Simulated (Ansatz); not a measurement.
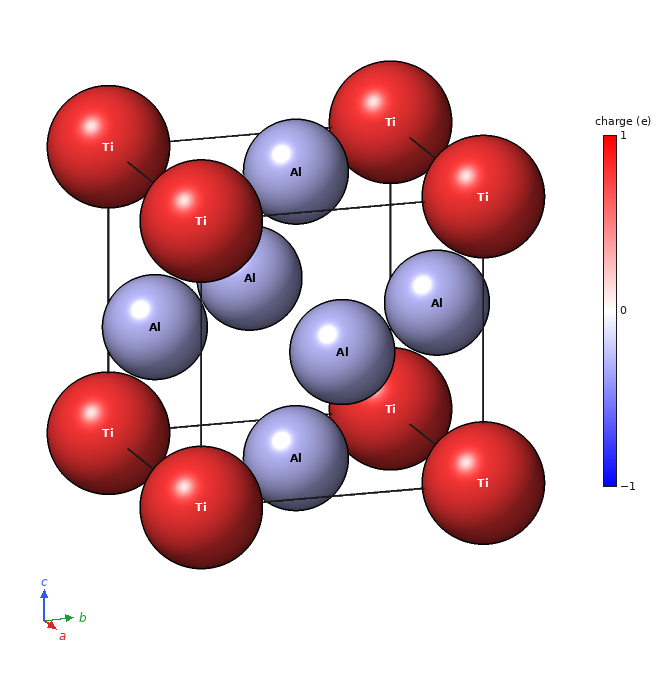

A spheres-only picture of a crystal structure, seen slightly off an axis. The simulation cell is outlined; an atom on or near a face, edge or corner is repeated at each equivalent position. The atoms of this TiAl3 cell are coloured by their Bader charge.

The calculation used DFT PBE, scalar-relativistic, plane waves, PAW (Ansatz 0.2.0), with plane waves to 420 eV, k-points on a 12×12×12 grid, Gaussian smearing of 0.1 eV, no spin polarisation.

Describe the charge distribution among the elements.

Answer. Most positive: Ti; most negative: Al. Charges: about Ti +0.8 e; Al -0.3 e.

The model was built from a structure type filled with these elements by a generator (whether the compound takes this form wasn't checked). Earlier steps of the study may have refined or changed the cell and positions. It went into a calculation with Ansatz.
